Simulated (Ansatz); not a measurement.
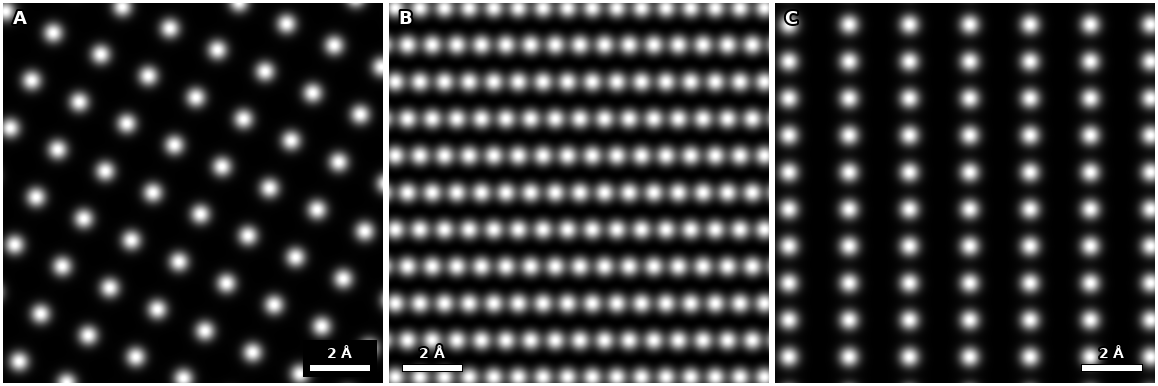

Three views of Co (Fm-3m, No. 225) along different zone axes. Simulation: incoherent imaging, intensity Z^1.7 per atom, probe width 0.54 Å, thin sample. The probe carries 15 % of its weight in a tail 2.5 times as wide. Structure: the geometry given to an electronic-structure calculation, possibly off equilibrium; the starting structure was generated, so it need not be a known form of this composition.

```yaml
crystal:
  lattice:
    - [3.57355, 0.00000, 0.00000]
    - [0.00000, 3.57355, 0.00000]
    - [0.00000, 0.00000, 3.57355]
  atoms:
    - { symbol: Co, position: [0.00000, 0.00000, 0.00000] }
    - { symbol: Co, position: [0.00000, 0.50000, 0.50000] }
    - { symbol: Co, position: [0.50000, 0.00000, 0.50000] }
    - { symbol: Co, position: [0.50000, 0.50000, 0.00000] }
```

Match the panels to the zone axes [001], [211] and [221].

Answer. A is [001]: projected cell 1.79 × 1.79 Å, 90°, plane group p4mm. B is [221]: projected cell 0.84 × 1.33 Å, 108°, plane group c2mm. C is [211]: projected cell 1.26 × 2.06 Å, 90°, plane group p2mm.
